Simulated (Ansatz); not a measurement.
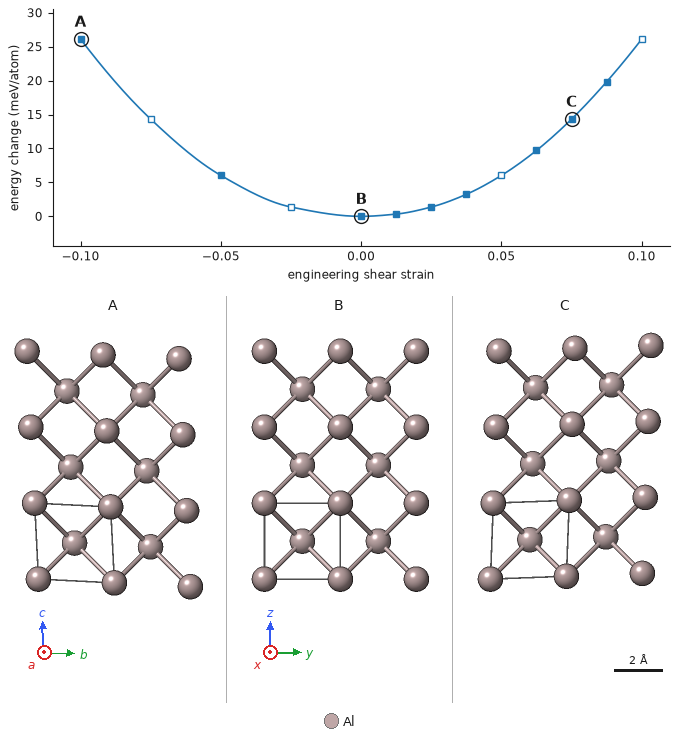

Energy scan for solid Al (Im-3m), in which the cell is strained in shear in the yz plane, with the atoms kept at their fractional coordinates. x, y and z are the Cartesian axes of the input. The lettered frames are marked on the plot. Hollow markers are points alike by symmetry, not computed again. Style: ball-and-stick. Shown: the conventional cell (2 times the calculation's cell), repeated 3 × 2 × 3 with one cell outlined, along the a axis. Lengths and directions refer to the drawn axes.

The calculation used DFT PBEsol, scalar-relativistic, plane waves, PAW in Ansatz. Settings: plane-wave cutoff 420 eV; k-point mesh 20 × 20 × 20; occupations gaussian; smearing width 0.15 eV; no spin polarisation. Energies (free energies at the smearing named) are counted from the cell as listed in its source, which wasn't relaxed.

**What does the scan show?**

The lowest computed point lies at the strain 0.00 (0.0 meV/atom). The end points stand at 26.1 meV/atom (−0.10) and 26.1 meV/atom (0.10). The unrelaxed reference is under a pressure of 2.2 GPa. The distortion takes the space group from Im-3m to Fmmm. At the strain −0.10 the cell of the drawing goes b 3.182 → 3.186 Å, c 3.182 → 3.186 Å, α 90.0° → 95.7°.
